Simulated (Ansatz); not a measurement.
**CdS: density, localisation and related maps**

Input

```
crystal:
  lattice:
    - [4.21825961, 0.0, 0.0]
    - [-2.109129805, 3.653119982, 0.0]
    - [0.0, 0.0, 5.8327875126]
  atoms:
    - { symbol: Cd, position: [0.0, 0.0, 0.4323545299] }
    - { symbol: S, position: [0.66666667, 0.33333333, 0.4446454701] }
basis:
  ecutwfc: 420
kpoints:
  mp_grid: { grid: [9, 9, 6] }
hamiltonian:
  xc: pbe
scf:
  occupations: { method: gaussian, width: 0.02 }
output:
  forces: true
  stress: true
  eigenvalues: true
  write_density: true
  write_potential: true
  elf: true
  volumetric_format: npy
```

Run with:

```sh
ansatz run input.yaml --threads 1 --pin off --max-ram 1331MiB --backend cpu --events-out ev --progress --plain --runs-dir out
```

Below, planes, directions and counts refer to the conventional cell (a = 4.22 Å, b = 4.22 Å, c = 5.83 Å, α = 90.00°, β = 90.00°, γ = 120.00°).

Space group P3m1; a structure from a database of computed crystals, not necessarily the ambient phase; changed on purpose from its base cell (strained and moved within a subgroup).

Theory: DFT PBE, scalar-relativistic, plane waves, PAW in Ansatz.

In a PAW calculation such maps are meaningful between the atoms, not at the nuclei.

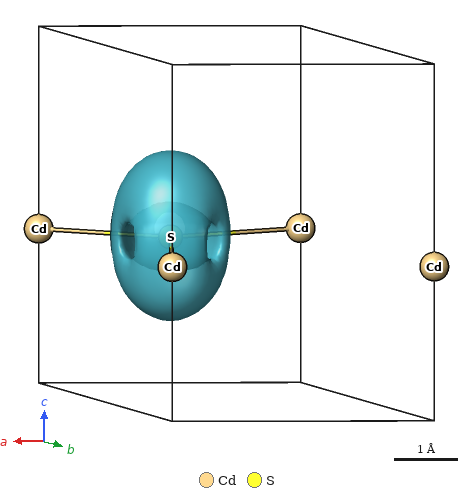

Figure 1. Isosurface of the electron localisation function at 0.8 (cyan), seen at an oblique angle. Core shells and regions of very low density are left out. Sticks mark near contacts.

Question: Describe the localisation domains.

Answer: At this value the surface marks out one region wrapped around S (its valence shell), counted in one cell of 2 atoms. Regions shared between cells count once.


Cd–S (2.44 Å): the ELF peaks at about 0.85 in the valence shell of S, 0.8 Å from its nucleus, and is about 0.35 at the midpoint.

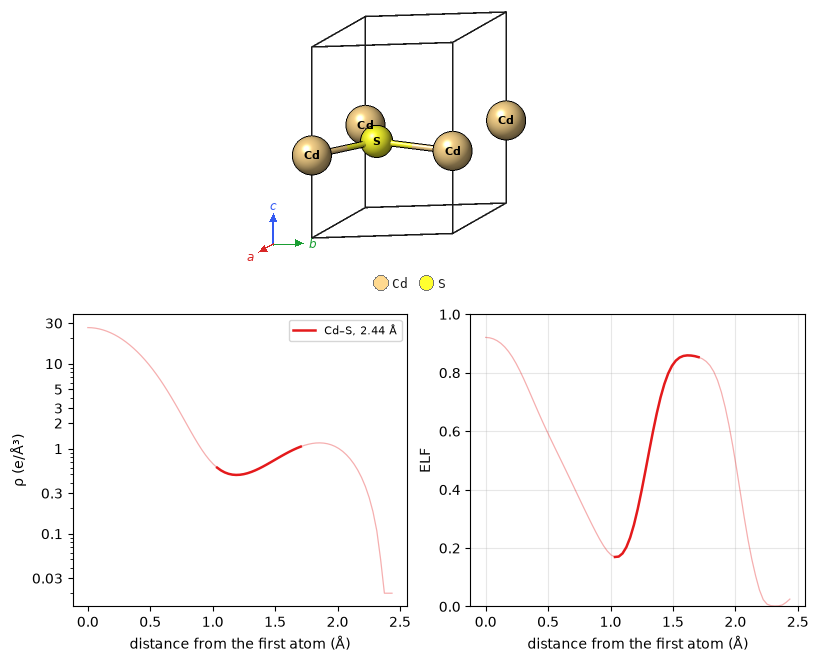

Figure 2. Valence electron density and ELF along straight lines between neighbouring atoms. Thin, pale parts lie inside the atomic spheres. The structure is drawn too.

Question: What can be read from the curves?

Answer: Cd–S (2.44 Å): ρ is about 0.49 e/Å³ halfway; the ELF peaks at about 0.85 in the valence shell of S, 0.8 Å from its nucleus, and is about 0.35 at the midpoint.

Question: Does the calculation give a band gap?

Answer: It is gapped, with a Kohn–Sham gap of 1.5 eV on the k-point mesh (the band edges may lie off the mesh, which would make the gap smaller).
